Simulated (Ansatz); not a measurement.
## Single-point calculation, with input and output: CdSe

CdSe (P6₃mc, 4 atoms in the cell), computed with DFT, PBE, plane waves, PAW, no spin polarisation (Ansatz 0.2.0).

The structure derives from an entry of the Crystallography Open Database. Some settings of this run were made unusual or wrong on purpose. Figures and captions count atoms from 1; the log counts them from 0 in places.

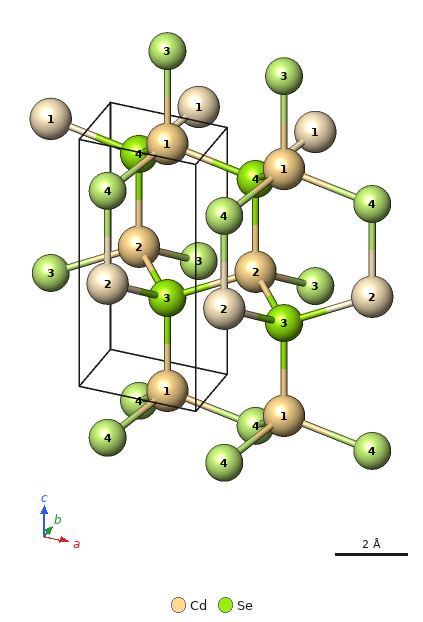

*The structure (ball-and-stick view of the cell of the calculation, repeated 2 × 1 × 1, seen slightly off an axis; neighbours outside the cell are drawn fainter; atoms are numbered from 1 in the order of the input).*

**Input**
```yaml
crystal:
  lattice:
    - [4.3837935973, 0.0, 0.0]
    - [-2.1918967987, 3.7964766202, 0.0]
    - [0.0, 0.0, 7.1529442853]
  atoms:
    - { symbol: Cd, position: [0.6666666667, 0.3333333333, -0.0003824326] }
    - { symbol: Cd, position: [0.3333333333, 0.6666666667, 0.4996175674] }
    - { symbol: Se, position: [0.6666666667, 0.3333333333, 0.3753824326] }
    - { symbol: Se, position: [0.3333333333, 0.6666666667, 0.8753824326] }
basis:
  ecutwfc: "50 eV"
kpoints:
  mp_grid: { grid: [12, 12, 6] }
hamiltonian:
  xc: pbe
scf:
  occupations: { method: gaussian, width: 0.02 }
  max_iter: 50
output:
  forces: true
  eigenvalues: true
  stress: true
```

Launch command:
```bash
ansatz run input.yaml --threads 4 --pin off --max-ram 9216MiB --backend cpu --events-out ev --progress --plain --runs-dir out
```

**The program's output**
```
Warning: basis.ecutwfc = 50 eV is below the records' recommended 420 eV, and the density's cutoff is lower with it unless basis.ecutrho_ratio is high enough to keep the records' density cutoff: compare with a run at a higher cutoff
Engine: ansatz 0.2.0, aarch64-unknown-linux-gnu
Pseudopotentials: kind: paw
Pseudopotential: Cd, paw, valence charge 20, recommended cutoff 420 eV (normal), Cd.paw.azcp
Pseudopotential: Se, paw, valence charge 16, recommended cutoff 420 eV (normal), Se.paw.azcp
Functional definition: PBE
  parameter kappa = 0.804
  parameter beta = 0.06672455060314922
  exchange = pbe_x(kappa = kappa, mu = beta*pi^2/3)
  correlation = pbe_c(beta = beta)
Crystal: 4 atoms, lattice volume = 119.046 Å³
Basis set: ecut = 50 eV, 99 PW (Γ), exchange–correlation on 24×24×36 points (8 copies of the dense FFT grid, shifted against one another)
Bands: 44, of which v1, the nominal top of the filled ones, is band 36 counted from 1 (35 counted from 0)
Symmetry: 12 space group operations
Space group: P63mc (ITA 186), of the structure as read, at distance tolerance 4.9e-5 Å
k-points: 76 of 864 (time reversal used)
Non-local potential: Cd, projectors of the file, l = 0: 3, l = 1: 2, l = 2: 2, l = 3: 1
Non-local potential: Se, projectors of the file, l = 0: 2, l = 1: 2, l = 2: 3, l = 3: 1
PAW form: soft (Blöchl's): semilocal exchange-correlation on the pseudo side does not see the compensation charge
PAW one-centre angular grid: Cd, 590 points (default); XC on 64 Gauss nodes
PAW one-centre angular grid: Se, 590 points (default); XC on 64 Gauss nodes
Initial density: superposition of atomic densities (neutral atoms: chi_scale 0, normalization atom), corrected by the library's trained network
Initial wavefunctions: pseudopotential atomic-orbital guess
Functional: x = pbe(κ = 0.804, μ = 0.2195149727645171), c = pbe(β = 0.06672455060314922)
SCF iter   1: F=—  HF=-25336.204697 eV  |F-HF|=—  |Δ(HF+E_count)|=         —  Δρ=1.91e0  dr2=3.69e3  ethr=1.77e-3  ⟨swp⟩=1.0  Hψ=7315  notcnv=0
preconditioner: auto → LDOS  [metal: Δε(μ)=0.001 eV  Ē_g=10.516 eV  σ=0.020 eV  W_gap=0.04  n_scr=34 (ndim 8)  ℏωp=25.5 eV  f_vac=0.366  D(μ)=10.14/eV (n_scr^D=134)  β→1.0]
SCF iter   2: F=—  HF=-22018.676281 eV  |F-HF|=—  |Δ(HF+E_count)|=    3.32e3  Δρ=1.78e-1  dr2=6.22e1  ethr=1.77e-3  ⟨swp⟩=5.7  Hψ=15766  notcnv=0  defer=232
SCF iter   3: F=—  HF=-21980.990934 eV  |F-HF|=—  |Δ(HF+E_count)|=    3.77e1  Δρ=2.61e-2  dr2=1.68e0  ethr=1.77e-3  ⟨swp⟩=4.8  Hψ=8482  notcnv=0  defer=227
SCF iter   4: F=—  HF=-21980.057248 eV  |F-HF|=—  |Δ(HF+E_count)|=   9.34e-1  Δρ=6.42e-3  dr2=8.54e-2  ethr=1.77e-3  ⟨swp⟩=2.6  Hψ=5601  notcnv=0  defer=169
automatic band count: iteration 4 solves 43 bands in place of 44: the levels show a gap, and the empty bands left out lie too high to hold charge; the band table lists the bands solved (type scf.n_extra_bands for more)
SCF iter   5: F=—  HF=-21980.022595 eV  |F-HF|=—  |Δ(HF+E_count)|=   3.47e-2  Δρ=1.42e-3  dr2=5.57e-3  ethr=1.19e-4  ⟨swp⟩=1.0  Hψ=7315  notcnv=0
automatic band count: iteration 5 solves 44 bands in place of 43: the levels no longer show a gap clear of their residuals, so the SCF keeps every band
SCF iter   6: F=—  HF=-21980.020181 eV  |F-HF|=—  |Δ(HF+E_count)|=   2.41e-3  Δρ=1.91e-4  dr2=8.73e-5  ethr=7.74e-6  ⟨swp⟩=2.0  Hψ=4611  notcnv=0  defer=36
SCF iter   7: F=—  HF=-21979.965958 eV  |F-HF|=—  |Δ(HF+E_count)|=   5.42e-2  Δρ=7.27e-5  dr2=9.84e-6  ethr=1.21e-7  ⟨swp⟩=2.0  Hψ=5760  notcnv=0  defer=36
SCF iter   8: F=—  HF=-21979.965955 eV  |F-HF|=—  |Δ(HF+E_count)|=   3.39e-6  Δρ=1.51e-5  dr2=2.47e-7  ethr=1.37e-8  ⟨swp⟩=2.2  Hψ=4356  notcnv=0  defer=36
SCF iter   9: F=-21979.965955 eV  HF=-21979.965955 eV  |F-HF|=1.46e-9  |Δ(HF+E_count)|=   4.36e-8  Δρ=2.36e-6  dr2=7.94e-9  ethr=1.39e-10  ⟨swp⟩=7.6  Hψ=10912  notcnv=0
SCF 1 converged in 9 iterations: F = -21979.965955 eV  dr2 = 7.94e-9
  greatest PAW one-centre occupation: 1.417 electrons in one spin orbital (limit 2), on the Cd atom at site 1 (counted from 0), in its partial waves of l = 1
```

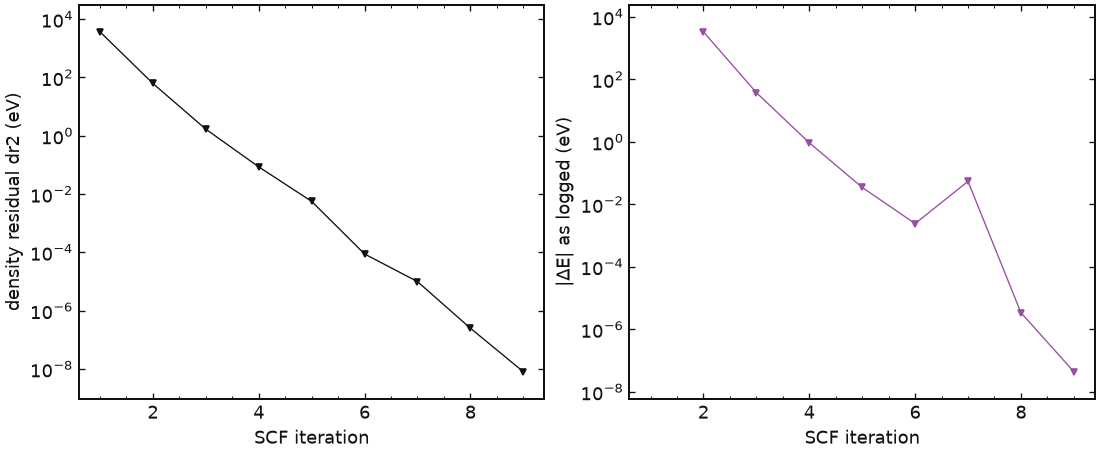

*Convergence of the self-consistent field: density residual dr2 and size of the energy change against the SCF iteration.*

The residual falls at every step.

```
SCF converged after 9 iterations
Free energy (F): -21979.965955 eV
Harris-Foulkes:  -21979.965955 eV  (|F-HF|=1.46e-9)
Internal energy: -21979.965179 eV  (E = F + TS)
E sigma→0 (E₀):  -21979.965567 eV
Entropy (-TS):   -0.000775 eV (-0.194 meV/atom)
Fermi energy:    15.031316 eV
--- Per-component energies (eV) ---
  E_band       = -2034.840532
  E_kinetic    = 1894.338054
  E_local      = -4184.930110  (includes V_loc(G=0)·N_el)
  E_nonlocal   = -545.716736
  E_hartree    = 1030.672351
  E_xc         = -897.678925
  E_vxc        = -1080.107648  (∫ρ·V_xc dr)
  E_paw        = -11097.796367  (= ΣΔE_a)
  E_vpaw       = -169.067507  (= ΣTr[D̂ρ^β])
  E_aug_tail   = -10.700923  (compensation charges beyond the density's cutoff)
  E_ewald      = -8168.152525
  E_smearing   = -0.000775  (= −TS)
  E_closure    = -0.000000  (closes the sum)
  Σ components = -21979.965955   (vs F -21979.965955, Δ=0.00e0)
--- Forces (eV/Å), atoms counted from 1 ---
  atom   1  Cd     0.00000000    -0.00000000    -2.98885567
  atom   2  Cd    -0.00000000     0.00000000    -2.98885567
  atom   3  Se    -0.00000000    -0.00000000     2.98159703
  atom   4  Se     0.00000000     0.00000000     2.98159703
  max |Σ_I F_I| component: 1.45e-2 eV/Å
--- Stress (GPa, compression-positive) ---
     -625.523763      -0.000000       0.000000
       -0.000000    -625.523763       0.000000
        0.000000       0.000000    -561.724405
  P = ⅓ Tr σ = -604.2573 GPa (-6042.573 kbar)
--- Band table (eV; the first three rows and the last of 76) ---
  k-point 0: bands = ["-146.3676", "-124.9465", "-101.0428", "-101.0428", "-95.8005", "-86.9439", "-86.9439", "-62.0802", "-61.2701", "-53.5431", "-33.2031", "-30.2892", "-30.2892", "-27.8569", "-27.8569", "-13.7491", "-13.7491", "-10.5124", "-8.6819", "-8.6819", "-7.7735", "-6.1666", "-6.1666", "-0.6163", "0.3692", "0.3692", "0.6153", "2.9118", "3.6011", "3.6011", "4.4879", "8.3530", "8.3530", "11.1543", "11.1543", "18.4101", "18.7917", "18.7917", "23.7602", "24.9639", "27.3889", "27.5965", "27.5965", "27.5984"]
  k-point 1: bands = ["-145.0563", "-125.2635", "-101.0256", "-101.0256", "-92.1929", "-86.9531", "-86.9531", "-61.8563", "-60.9692", "-53.4037", "-30.4265", "-30.4265", "-30.3368", "-30.3368", "-19.9962", "-12.9375", "-12.9375", "-9.2419", "-8.6007", "-8.6007", "-8.2859", "-6.5313", "-6.5313", "-0.7441", "0.3184", "0.3184", "2.9989", "3.2868", "3.6372", "3.6372", "6.5918", "8.4254", "8.4254", "11.0277", "11.0277", "18.5024", "18.7464", "18.7464", "23.7387", "24.6575", "27.5372", "27.5372", "27.5470", "27.5470"]
  k-point 2: bands = ["-150.1290", "-139.7906", "-106.9455", "-106.9455", "-102.7610", "-97.4740", "-97.4740", "-97.0102", "-62.5615", "-57.6704", "-45.8853", "-45.8853", "-43.3351", "-43.3351", "-30.2724", "-27.9368", "-25.0742", "-25.0742", "-20.8975", "-20.8975", "-11.7962", "-11.5586", "-11.5586", "-8.4265", "-8.4265", "-7.4435", "-0.5265", "-0.5265", "0.2098", "0.4131", "0.4131", "1.0825", "3.9121", "5.6358", "5.6358", "7.7011", "13.9568", "13.9568", "22.2224", "22.2926", "25.2708", "26.2062", "26.4570", "26.4570"]
  k-point 75: bands = ["-132.9017", "-132.9017", "-93.1296", "-93.1296", "-84.5639", "-84.5639", "-80.0703", "-80.0703", "-55.1567", "-55.1567", "-24.9951", "-24.9951", "-21.9418", "-21.9418", "-19.3836", "-19.3836", "-15.5882", "-15.5882", "-13.8684", "-13.8684", "-7.4317", "-7.4317", "-6.4935", "-6.4935", "-4.6773", "-4.6773", "3.6843", "3.6843", "7.4344", "7.4344", "9.2777", "9.2777", "9.7333", "9.7333", "13.7751", "13.7751", "14.4639", "14.4639", "21.6230", "21.6230", "26.8929", "26.8929", "28.7724", "28.7724"]
```

**Outcome**

```tsv
quantity	value
outcome	converged
space group (tolerance 0.01 Å)	P6₃mc (186)
electrons treated	72
free energy	−21979.9660 eV
Fermi energy	15.031 eV
gap on the k-point mesh	none (metallic)
pressure	−604.26 GPa
largest force (length of the vector)	2.989 eV/Å
hardware	4 threads of Arm Neoverse V1, 24 GiB of memory available, shared host
wall time	1.4 s (CPU time 5 s)
peak memory	0.32 GiB
```

**Diagnosis**

A setting was made wrong on purpose: a cutoff far too low (`basis.ecutwfc`). The plane-wave basis is far from complete, so energies, forces and above all the stress are wrong. The program still converged, but the numbers can't be taken as results for the intended system. Warnings of the run: the cutoff is below the recommended one.
